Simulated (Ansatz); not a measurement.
**Geometry relaxation, with input and output: NaH (part 2 of 2)**

NaH (2 atoms in the cell); DFT PBEsol, scalar-relativistic, plane waves, PAW, spin-polarised (Ansatz 0.2.0); cutoff 420 eV, 1×1×15 k-mesh, Gaussian smearing of 0.05 eV, collinear spins. The structure derives from an entry of the Crystallography Open Database. It belongs to a series of runs on one base structure; here: dimerised chain of atoms.

Geometry of the input (Å; fractional positions):
```
9.0000  0.0000  0.0000
0.0000  9.3000  0.0000
0.0000  0.0000  4.3122
Na 0.5000  0.5000  0.0000
H  0.5000  0.5000  0.4650
```

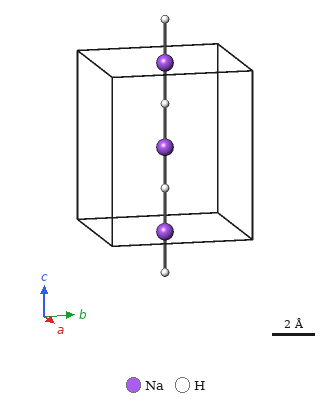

The geometry at step 2 of the log (ball-and-stick view of the 2 repeat of the cell, with the vacuum cut short, seen slightly off an axis; neighbours outside the cell are drawn fainter).

## The program's output, continued
```
Crystal: 2 atoms, lattice volume = 343.294 Å³
Basis set: ecut = 420 eV, 6709 PW (Γ), exchange–correlation on 128×128×60 points (8 copies of the dense FFT grid, shifted against one another)
iter 1 solved again at ethr=3.02e-5 eV; its pass at ethr=3.10e-3 eV (dr2=3.02e-3 eV) is discarded
SCF iter   1: F=—  HF=-1491.152985 eV  |F-HF|=—  |Δ(HF+E_count)|=         —  Δρ=8.77e-4 (↑8.63e-4 ↓8.77e-4)  dr2=3.05e-3  dr2_m=1.84e-3  M=0.000 μB ∫|m|=0.002 μB  β_m=0.30  ethr=3.02e-5  ⟨swp⟩=1.1  Hψ=1385  notcnv=0
preconditioner: auto → none  [insulator: Δε(μ)=3.966 eV  Ē_g=5.728 eV  σ=0.050 eV  W_gap=1.00  n_scr=12 (ndim 8)  ℏωp=2.8 eV  f_vac=0.788  D(μ)=0.00/eV (n_scr^D=0)  ε∞_Penn≈1.2]
SCF iter   2: F=—  HF=-1491.152952 eV  |F-HF|=—  |Δ(HF+E_count)|=   3.26e-5  Δρ=5.86e-4 (↑5.85e-4 ↓5.86e-4)  dr2=8.49e-4  dr2_m=9.21e-4  M=0.000 μB ∫|m|=0.002 μB  β_m=0.52  ethr=3.02e-5  ⟨swp⟩=1.8  Hψ=174  notcnv=0
SCF iter   3: F=—  HF=-1491.153359 eV  |F-HF|=—  |Δ(HF+E_count)|=   4.07e-4  Δρ=1.34e-4 (↑1.34e-4 ↓1.14e-4)  dr2=4.17e-6  dr2_m=4.70e-5  M=0.000 μB ∫|m|=0.000 μB  β_m=0.62  ethr=8.49e-6  ⟨swp⟩=2.5  Hψ=266  notcnv=0
SCF iter   4: F=—  HF=-1491.153411 eV  |F-HF|=—  |Δ(HF+E_count)|=   5.16e-5  Δρ=1.54e-5 (↑1.37e-5 ↓1.54e-5)  dr2=1.75e-7  dr2_m=6.31e-7  M=0.000 μB ∫|m|=0.000 μB  β_m=0.66  ethr=4.17e-8  ⟨swp⟩=2.0  Hψ=298  notcnv=0
iter 5 did not close the SCF: its close was put off for a magnetic moment that had not settled (scf_convergence_deferred on its scf_iter line)
SCF iter   5: F=-1491.153411 eV  HF=-1491.153411 eV  |F-HF|=4.67e-9  |Δ(HF+E_count)|=   4.83e-7  Δρ=1.88e-6 (↑1.03e-6 ↓1.88e-6)  dr2=6.64e-9  dr2_m=4.73e-9  M=0.000 μB ∫|m|=0.000 μB  β_m=0.75  ethr=1.75e-9  ⟨swp⟩=9.3  Hψ=1029  notcnv=0
iter 6 did not close the SCF: its close was put off for a magnetic moment that had not settled (scf_convergence_deferred on its scf_iter line)
SCF iter   6: F=-1491.153411 eV  HF=-1491.153411 eV  |F-HF|=3.59e-10  |Δ(HF+E_count)|=   6.33e-9  Δρ=4.49e-7 (↑4.49e-7 ↓2.54e-7)  dr2=5.09e-10  dr2_m=1.64e-10  M=0.000 μB ∫|m|=0.000 μB  β_m=0.71  ethr=6.64e-11  ⟨swp⟩=4.1  Hψ=705  notcnv=0
SCF iter   7: F=-1491.153411 eV  HF=-1491.153411 eV  |F-HF|=2.30e-11  |Δ(HF+E_count)|=  3.57e-11  Δρ=6.33e-8 (↑4.97e-8 ↓6.33e-8)  dr2=4.06e-12  dr2_m=8.58e-12  M=0.000 μB ∫|m|=0.000 μB  ethr=5.09e-12  ⟨swp⟩=4.0  Hψ=638  notcnv=0
the starting moments were not kept: the SCF closed with an absolute magnetisation of 2.3e-6 μB, where they sum to 0.5 μB in size (1 site). That is at most 0.1 of that sum. Measured as dr2_m measures the in/out step, that magnetisation stands 8.1e-13 eV from none, at or under the dr2_threshold of 2.0e-7 eV: it is no larger than a step whose dr2_m would equal this threshold.
SCF 3 converged in 7 iterations: F = -1491.153411 eV  dr2 = 4.06e-12
relax step   3: F+E_penalty+E_count = -1491.15341115 eV  Δ(F+E_penalty+E_count) = -2.058e-2 eV  max|allowed force component| = 8.105e-2 eV/Å  Δτ_max = 0.0264 Å  P = -0.085 GPa  Ω = 343.294 Å³  energy of the carried Pulay correction = +4.920e-4 eV  fix = [a, b, alpha, beta, gamma]  reactions: a -0.009, b -0.007 GPa  (7 SCF iters, dr2 threshold 2.00e-7 eV, accepted)
Crystal: 2 atoms, lattice volume = 336.832 Å³
Basis set: ecut = 420 eV, 6617 PW (Γ), exchange–correlation on 128×128×60 points (8 copies of the dense FFT grid, shifted against one another)
iter 1 solved again at ethr=2.84e-5 eV; its pass at ethr=3.10e-3 eV (dr2=2.84e-3 eV) is discarded
SCF iter   1: F=—  HF=-1491.160507 eV  |F-HF|=—  |Δ(HF+E_count)|=         —  Δρ=5.11e-4 (↑5.05e-4 ↓5.11e-4)  dr2=2.86e-3  dr2_m=3.40e-4  M=0.000 μB ∫|m|=0.001 μB  β_m=0.30  ethr=2.84e-5  ⟨swp⟩=1.0  Hψ=1331  notcnv=0
preconditioner: auto → none  [insulator: Δε(μ)=3.985 eV  Ē_g=5.804 eV  σ=0.050 eV  W_gap=1.00  n_scr=12 (ndim 8)  ℏωp=2.9 eV  f_vac=0.789  D(μ)=0.00/eV (n_scr^D=0)  ε∞_Penn≈1.2]
SCF iter   2: F=—  HF=-1491.159888 eV  |F-HF|=—  |Δ(HF+E_count)|=   6.20e-4  Δρ=2.93e-4 (↑2.91e-4 ↓2.93e-4)  dr2=6.29e-4  dr2_m=1.69e-4  M=0.000 μB ∫|m|=0.001 μB  β_m=0.45  ethr=2.84e-5  ⟨swp⟩=2.0  Hψ=232  notcnv=0
SCF iter   3: F=—  HF=-1491.159803 eV  |F-HF|=—  |Δ(HF+E_count)|=   8.44e-5  Δρ=8.59e-5 (↑8.59e-5 ↓8.12e-5)  dr2=4.81e-6  dr2_m=2.01e-5  M=0.000 μB ∫|m|=0.000 μB  β_m=0.66  ethr=6.29e-6  ⟨swp⟩=2.0  Hψ=242  notcnv=0
SCF iter   4: F=—  HF=-1491.159834 eV  |F-HF|=—  |Δ(HF+E_count)|=   3.03e-5  Δρ=7.20e-6 (↑7.20e-6 ↓6.56e-6)  dr2=1.30e-7  dr2_m=1.07e-7  M=0.000 μB ∫|m|=0.000 μB  β_m=0.69  ethr=4.81e-8  ⟨swp⟩=2.0  Hψ=305  notcnv=0
iter 5 did not close the SCF: its close was put off for a magnetic moment that had not settled (scf_convergence_deferred on its scf_iter line)
SCF iter   5: F=-1491.159834 eV  HF=-1491.159834 eV  |F-HF|=5.39e-10  |Δ(HF+E_count)|=   6.62e-8  Δρ=1.63e-6 (↑6.65e-7 ↓1.63e-6)  dr2=2.21e-9  dr2_m=3.77e-9  M=0.000 μB ∫|m|=0.000 μB  β_m=0.73  ethr=1.30e-9  ⟨swp⟩=6.4  Hψ=998  notcnv=0
iter 6 did not close the SCF: its close was put off for a magnetic moment that had not settled (scf_convergence_deferred on its scf_iter line)
SCF iter   6: F=-1491.159834 eV  HF=-1491.159834 eV  |F-HF|=6.59e-11  |Δ(HF+E_count)|=   1.81e-9  Δρ=4.57e-7 (↑4.57e-7 ↓1.90e-7)  dr2=2.09e-10  dr2_m=2.65e-10  M=0.000 μB ∫|m|=0.000 μB  β_m=0.76  ethr=2.21e-11  ⟨swp⟩=4.0  Hψ=672  notcnv=0
SCF iter   7: F=-1491.159834 eV  HF=-1491.159834 eV  |F-HF|=7.05e-12  |Δ(HF+E_count)|=  1.01e-10  Δρ=3.67e-8 (↑3.67e-8 ↓3.49e-8)  dr2=9.09e-13  dr2_m=3.58e-12  M=0.000 μB ∫|m|=0.000 μB  ethr=2.09e-12  ⟨swp⟩=4.0  Hψ=640  notcnv=0
the starting moments were not kept: the SCF closed with an absolute magnetisation of 1.4e-6 μB, where they sum to 0.5 μB in size (1 site). That is at most 0.1 of that sum. Measured as dr2_m measures the in/out step, that magnetisation stands 6.6e-13 eV from none, at or under the dr2_threshold of 2.0e-7 eV: it is no larger than a step whose dr2_m would equal this threshold.
SCF 4 converged in 7 iterations: F = -1491.159834 eV  dr2 = 9.09e-13
relax step   4: F+E_penalty+E_count = -1491.15983361 eV  Δ(F+E_penalty+E_count) = -6.422e-3 eV  max|allowed force component| = 1.052e-4 eV/Å  Δτ_max = 0.0093 Å  P = -0.014 GPa  Ω = 336.832 Å³  energy of the carried Pulay correction = +6.785e-4 eV  fix = [a, b, alpha, beta, gamma]  reactions: a -0.009, b -0.007 GPa  (7 SCF iters, dr2 threshold 2.00e-7 eV, accepted)
Crystal: 2 atoms, lattice volume = 335.989 Å³
Basis set: ecut = 420 eV, 6589 PW (Γ), exchange–correlation on 128×128×60 points (8 copies of the dense FFT grid, shifted against one another)
iter 1 solved again at ethr=4.83e-7 eV; its pass at ethr=3.10e-3 eV (dr2=4.83e-5 eV) is discarded
SCF iter   1: F=—  HF=-1491.159925 eV  |F-HF|=—  |Δ(HF+E_count)|=         —  Δρ=5.73e-5 (↑5.68e-5 ↓5.73e-5)  dr2=4.93e-5  dr2_m=2.28e-6  M=0.000 μB ∫|m|=0.000 μB  β_m=0.30  ethr=4.83e-7  ⟨swp⟩=2.1  Hψ=1232  notcnv=0
preconditioner: auto → none  [insulator: Δε(μ)=3.926 eV  Ē_g=5.756 eV  σ=0.050 eV  W_gap=1.00  n_scr=12 (ndim 8)  ℏωp=2.9 eV  f_vac=0.792  D(μ)=0.00/eV (n_scr^D=0)  ε∞_Penn≈1.2]
SCF iter   2: F=—  HF=-1491.159913 eV  |F-HF|=—  |Δ(HF+E_count)|=   1.16e-5  Δρ=2.95e-5 (↑2.92e-5 ↓2.95e-5)  dr2=1.06e-5  dr2_m=1.13e-6  M=0.000 μB ∫|m|=0.000 μB  β_m=0.43  ethr=4.83e-7  ⟨swp⟩=2.0  Hψ=176  notcnv=0
SCF iter   3: F=—  HF=-1491.159911 eV  |F-HF|=—  |Δ(HF+E_count)|=   2.32e-6  Δρ=7.31e-6 (↑7.31e-6 ↓7.12e-6)  dr2=5.64e-8  dr2_m=1.45e-7  M=0.000 μB ∫|m|=0.000 μB  β_m=0.71  ethr=1.06e-7  ⟨swp⟩=2.0  Hψ=176  notcnv=0
SCF iter   4: F=—  HF=-1491.159923 eV  |F-HF|=—  |Δ(HF+E_count)|=   1.15e-5  Δρ=4.93e-7 (↑4.93e-7 ↓1.59e-7)  dr2=4.29e-10  dr2_m=2.34e-10  M=0.000 μB ∫|m|=0.000 μB  β_m=0.70  ethr=5.64e-10  ⟨swp⟩=2.0  Hψ=240  notcnv=0
SCF iter   5: F=—  HF=-1491.159923 eV  |F-HF|=—  |Δ(HF+E_count)|=   1.33e-9  Δρ=1.29e-7 (↑8.24e-8 ↓1.29e-7)  dr2=2.59e-11  dr2_m=2.63e-11  M=0.000 μB ∫|m|=0.000 μB  β_m=0.75  ethr=4.29e-12  ⟨swp⟩=2.4  Hψ=247  notcnv=0
SCF iter   6: F=-1491.159923 eV  HF=-1491.159923 eV  |F-HF|=1.50e-11  |Δ(HF+E_count)|=  1.83e-10  Δρ=4.86e-8 (↑4.86e-8 ↓1.59e-8)  dr2=3.12e-12  dr2_m=2.28e-12  M=0.000 μB ∫|m|=0.000 μB  ethr=1.00e-12  ⟨swp⟩=6.1  Hψ=811  notcnv=0
the starting moments were not kept: the SCF closed with an absolute magnetisation of 5.6e-7 μB, where they sum to 0.5 μB in size (1 site). That is at most 0.1 of that sum. Measured as dr2_m measures the in/out step, that magnetisation stands 1.0e-13 eV from none, at or under the dr2_threshold of 7.2e-12 eV: it is no larger than a step whose dr2_m would equal this threshold.
SCF 5 converged in 6 iterations: F = -1491.159923 eV  dr2 = 3.12e-12
relax step   5: F+E_penalty+E_count = -1491.15992265 eV  Δ(F+E_penalty+E_count) = -8.905e-5 eV  max|allowed force component| = 8.800e-4 eV/Å  Δτ_max = 0.0001 Å  P = -0.004 GPa  Ω = 335.989 Å³  energy of the carried Pulay correction = +7.031e-4 eV  fix = [a, b, alpha, beta, gamma]  reactions: a -0.009, b -0.006 GPa  (6 SCF iters, accepted)
Basis set: ecut = 420 eV, 6589 PW (Γ), exchange–correlation on 128×128×54 points (8 copies of the dense FFT grid, shifted against one another)
Initial wavefunctions: pseudopotential atomic-orbital guess (no wavefunctions were taken with the density)
iter 1 solved again at ethr=3.94e-8 eV; its pass at ethr=3.10e-3 eV (dr2=3.94e-6 eV) is discarded
SCF iter   1: F=—  HF=-1491.159373 eV  |F-HF|=—  |Δ(HF+E_count)|=         —  Δρ=1.80e-5 (↑1.80e-5 ↓1.80e-5)  dr2=4.52e-7  dr2_m=2.50e-12  M=0.000 μB ∫|m|=0.000 μB  β_m=0.30  ethr=3.94e-8  ⟨swp⟩=3.5  Hψ=1574  notcnv=0
preconditioner: auto → none  [insulator: Δε(μ)=3.916 eV  Ē_g=5.747 eV  σ=0.050 eV  W_gap=1.00  n_scr=12 (ndim 8)  ℏωp=2.9 eV  f_vac=0.791  D(μ)=0.00/eV (n_scr^D=0)  ε∞_Penn≈1.2]
SCF iter   2: F=—  HF=-1491.159398 eV  |F-HF|=—  |Δ(HF+E_count)|=   2.51e-5  Δρ=1.24e-5 (↑1.24e-5 ↓1.24e-5)  dr2=1.95e-7  dr2_m=1.31e-12  M=0.000 μB ∫|m|=0.000 μB  β_m=0.56  ethr=4.52e-9  ⟨swp⟩=1.6  Hψ=170  notcnv=0
SCF iter   3: F=—  HF=-1491.159400 eV  |F-HF|=—  |Δ(HF+E_count)|=   1.95e-6  Δρ=1.83e-6 (↑1.83e-6 ↓1.83e-6)  dr2=4.34e-9  dr2_m=4.07e-14  M=0.000 μB ∫|m|=0.000 μB  β_m=0.59  ethr=1.95e-9  ⟨swp⟩=2.0  Hψ=176  notcnv=0
SCF iter   4: F=—  HF=-1491.159400 eV  |F-HF|=—  |Δ(HF+E_count)|=   4.62e-8  Δρ=6.56e-8 (↑6.56e-8 ↓6.35e-8)  dr2=1.94e-11  dr2_m=1.94e-14  M=0.000 μB ∫|m|=0.000 μB  β_m=0.64  ethr=4.34e-11  ⟨swp⟩=2.1  Hψ=184  notcnv=0
SCF iter   5: F=-1491.159400 eV  HF=-1491.159400 eV  |F-HF|=1.98e-11  |Δ(HF+E_count)|=   1.19e-8  Δρ=2.53e-8 (↑2.52e-8 ↓2.53e-8)  dr2=3.57e-12  dr2_m=2.77e-15  M=0.000 μB ∫|m|=0.000 μB  ethr=1.00e-12  ⟨swp⟩=7.1  Hψ=804  notcnv=0
the starting moments were not kept: the SCF closed with an absolute magnetisation of 3.5e-8 μB, where they sum to 0.5 μB in size (1 site). That is at most 0.1 of that sum. Measured as dr2_m measures the in/out step, that magnetisation stands 4.5e-16 eV from none, at or under the dr2_threshold of 7.2e-12 eV: it is no larger than a step whose dr2_m would equal this threshold.
SCF 6 converged in 5 iterations: F = -1491.159400 eV  dr2 = 3.57e-12
relax step   6: F+E_penalty+E_count = -1491.15939986 eV  Δ(F+E_penalty+E_count) = +5.228e-4 eV  max|allowed force component| = 8.805e-4 eV/Å  Δτ_max = 0.0000 Å  P = -0.005 GPa  Ω = 335.989 Å³  fix = [a, b, alpha, beta, gamma]  reactions: a -0.009, b -0.007 GPa  stress off target by 1.07e-3 GPa on what of the cell is left free  SCF on the basis re-selected at this cell (its energy is not comparable with the rows above)  (5 SCF iters)
basis re-selected at this cell: Δ(F+E_penalty+E_count) = +5.228e-4 eV, ΔP = -0.001 GPa vs the last step (what re-selecting the basis moved, of the pressure what is left beyond the Pulay correction that the steps carried, after the strain that the cell walked since its last selection, with what the two solves' SCF thresholds leave and, on support functions, any second-order correction that the steps lacked; it is no measure of the basis error at this ecutwfc). The dense FFT grid was sized anew with the basis: this SCF ran on 64×64×27 points, the steps before it on 64×64×30, so part of this shift can come from that change (see relax.cell in the input reference). This SCF's stress stands 1.07e-3 GPa from its target on what of the cell is left free (relax.cell.stress_tol is 3.00e-2 GPa) and its largest allowed force component is 8.81e-4 eV/Å (relax.f_tol is 1.00e-2 eV/Å): within both
WARN: The output density's exchange-correlation potential varies sharply where the density is thin. Do not read a vacuum level from v_tot or v_xc, or from such a field of the output density. On a cell that repeats whose density bears no net charge and no dipole along the vacuum's axis use v_es (v_loc + v_h of the components); under efield.dipole_correction with no amplitude use v_es + v_field, which holds any external_charges[].barrier, or the levels of the report's work_function block, which leave it out; under a non-zero efield.amplitude the vacuum is tilted and has no level; on a cell that repeats and bears such a dipole with no correction it is tilted too, and efield.dipole_correction with no amplitude gives each side of its ramp a level where efield: is served; in a cell that repeats whose density bears a net charge (total_charge, or a fill off its count) it is curved and has none; of a slab under crystal.periodic whose density bears no net charge use v_es, which has a level on each side, short of where the two are joined; of another it falls or rises all the way out and has none; of a slab beside external_charges read slab_vacuum_level instead, which it has where they leave it neutral. The grid or the basis barely resolves most such structure, and the values can differ between equally converged runs; as a rule a tighter scf.convergence.dr2_threshold does not remove it. Where the density itself ripples (under the LDA too) a higher basis.ecutwfc lessens it. The files hold the spikes' plane waves up to the density's cutoff. Files: v_tot_of_output_density and the like, and their columns of v_z.tsv (output.write_potential); v_xc_of_output_density and the like, and their columns of v_comp_z.tsv (output.write_potential_components). Measured: with its Gaussian average of σ = 0.25 Å subtracted twice, the exchange-correlation potential is over 0.1 eV at 7495 of the grid points where the equally averaged density (valence and model cores) is under 1e-3 e/Å³, and 1.94 eV at the most among them, at an averaged density of 1.7e-5 e/Å³. The input density's (outcome.potential() and, of a run that writes arrays, v_tot and v_xc) is over 0.1 eV, so measured, at 7511 points of its own thin density, 1.94 eV at the most. See output.write_potential in the manual, Limitations
SCF converged after 5 iterations
Magnetization: 0.0000 μB (5.0000 up, 5.0000 down)
Absolute magnetization: 0.0000 μB (∫|ρ↑−ρ↓|, with the PAW one-centre terms)
Spin contamination: 0.0000 ħ² per cell (⟨S²⟩ above its minimum at these occupations)
Per-site moments (μB) at R_I (Å): [(-1.3988190205990614e-10, 0.8278619254190198), (-1.5614846165765908e-8, 0.8278619254190198)]
Free energy (F): -1491.159400 eV
Harris-Foulkes:  -1491.159400 eV  (|F-HF|=1.98e-11)
Internal energy: -1491.159400 eV  (E = F + TS)
E sigma→0 (E₀):  -1491.159400 eV
Fermi energy:    -2.118604 eV
--- Per-component energies (eV) ---
  E_band       = -277.997989
  E_kinetic    = 133.163862
  E_local      = -2200.774388  (includes V_loc(G=0)·N_el)
  E_nonlocal   = 117.312238
  E_hartree    = 885.917291
  E_xc         = -46.448133
  E_vxc        = -60.084044  (∫ρ·V_xc dr)
  E_paw        = -253.828254  (= ΣΔE_a)
  E_vpaw       = -39.449139  (= ΣTr[D̂ρ^β])
  E_aug_tail   = -0.001127  (compensation charges beyond the density's cutoff)
  E_ewald      = -126.555583
  E_core_change = 0.054694  (= ΣΔE_core)
  E_smearing   = -0.000000  (= −TS)
  E_closure    = -0.000000  (closes the sum)
  Σ components = -1491.159400   (vs F -1491.159400, Δ=0.00e0)
--- Forces (eV/Å), atoms counted from 1 ---
  atom   1  Na     0.00000000     0.00000000     0.00088147
  atom   2  H      0.00000000     0.00000000    -0.00087955
  max |Σ_I F_I| component: 1.92e-6 eV/Å
--- Stress (GPa, compression-positive) ---
       -0.009347       0.000000       0.000000
        0.000000      -0.006993       0.000000
        0.000000       0.000000       0.001068
  P = ⅓ Tr σ = -0.0051 GPa (-0.051 kbar)
--- Band table (eV; the first three rows and the last of 16) ---
  k-point 0 ↑: bands = ["-54.5621", "-26.7035", "-26.7035", "-26.5321", "-4.8669", "-0.1605", "0.2727", "0.3322", "1.2348", "2.1132"]
  k-point 1 ↑: bands = ["-54.5621", "-26.7035", "-26.7035", "-26.5329", "-4.8388", "-0.1279", "0.3131", "0.3725", "1.2762", "2.1240"]
  k-point 2 ↑: bands = ["-54.5620", "-26.7034", "-26.7034", "-26.5351", "-4.7571", "-0.0335", "0.4342", "0.4934", "1.4002", "2.1390"]
  k-point 7 ↓: bands = ["-54.5617", "-26.7027", "-26.7026", "-26.5498", "-4.0772", "0.3706", "2.1358", "2.2479", "2.3040", "2.8642"]
--- Relaxed structure (5 steps of the walk, 5 accepted, 1 SCFs on fresh bases) ---
  F+E_penalty+E_count = -1491.15939986 eV   max|allowed force component| = 8.805e-4 eV/Å   (the final SCF, on the basis selected at the relaxed cell)
  cell:  # Å, volume = 335.9885 Å³
    - [9.0, 0.0, 0.0]
    - [0.0, 9.3, 0.0]
    - [0.0, 0.0, 4.014199993583659]
  atoms:
    - { symbol: Na, position: [0.5, 0.5, -0.017520177840700913] }
    - { symbol: H, position: [0.5, 0.5, 0.4825201778407009] }
--- Löwdin populations: 2 sites ---
  site symbol       q [e]    m [muB]
     0     Na      8.4032     0.0000
     1      H      1.5795    -0.0000
  spilling = 0.001733 (of n_electrons = 10.000000)
```

## Trajectory as extended XYZ (Å, eV, eV/Å), 6 frames, from step=1 to step=6
```
2
Lattice="9.0000 0.0000 0.0000 0.0000 9.3000 0.0000 0.0000 0.0000 4.3122" Properties=species:S:1:pos:R:3:forces:R:3 step=1 energy=-1491.06688 pressure_GPa=-0.20
Na    4.5000    4.6500    0.0000    0.0000   0.0000  -0.4588
H     4.5000    4.6500    2.0052    0.0000   0.0000   0.4588
2
Lattice="9.0000 0.0000 0.0000 0.0000 9.3000 0.0000 0.0000 0.0000 4.1698" Properties=species:S:1:pos:R:3:forces:R:3 step=2 energy=-1491.13283 pressure_GPa=-0.13
Na    4.5000    4.6500   -0.1075    0.0000   0.0000   0.2763
H     4.5000    4.6500    2.0465    0.0000   0.0000  -0.2763
2
Lattice="9.0000 0.0000 0.0000 0.0000 9.3000 0.0000 0.0000 0.0000 4.1015" Properties=species:S:1:pos:R:3:forces:R:3 step=3 energy=-1491.15341 pressure_GPa=-0.09
Na    4.5000    4.6500   -0.0807    0.0000   0.0000   0.0810
H     4.5000    4.6500    1.9878    0.0000   0.0000  -0.0810
2
Lattice="9.0000 0.0000 0.0000 0.0000 9.3000 0.0000 0.0000 0.0000 4.0243" Properties=species:S:1:pos:R:3:forces:R:3 step=4 energy=-1491.15983 pressure_GPa=-0.01
Na    4.5000    4.6500   -0.0704    0.0000   0.0000   0.0001
H     4.5000    4.6500    1.9417    0.0000   0.0000  -0.0001
2
Lattice="9.0000 0.0000 0.0000 0.0000 9.3000 0.0000 0.0000 0.0000 4.0142" Properties=species:S:1:pos:R:3:forces:R:3 step=5 energy=-1491.15992 pressure_GPa=-0.00
Na    4.5000    4.6500   -0.0703    0.0000   0.0000   0.0009
H     4.5000    4.6500    1.9369    0.0000   0.0000  -0.0009
2
Lattice="9.0000 0.0000 0.0000 0.0000 9.3000 0.0000 0.0000 0.0000 4.0142" Properties=species:S:1:pos:R:3:forces:R:3 step=6 energy=-1491.15940 pressure_GPa=-0.01
Na    4.5000    4.6500   -0.0703    0.0000   0.0000   0.0009
H     4.5000    4.6500    1.9369    0.0000   0.0000  -0.0009
```

## Key numbers

```csv
quantity,value
outcome,converged
electrons treated,10
free energy,−1491.1594 eV
Fermi energy,−2.119 eV
gap on the k-point mesh,3.92 eV
net moment of the cell,0.00 μB
integrated absolute moment,0.00 μB
final volume,335.99 Å³
largest force (length of the vector) at the end,0.001 eV/Å
hardware,"2 threads of Intel Xeon (Sapphire Rapids), 64 GiB of memory available, shared host"
wall time,24 s (CPU time 44 s)
peak memory,0.58 GiB
```

## Notes

Warnings of the run: some starting moments were not kept; the exchange-correlation potential is rough where the density is thin.
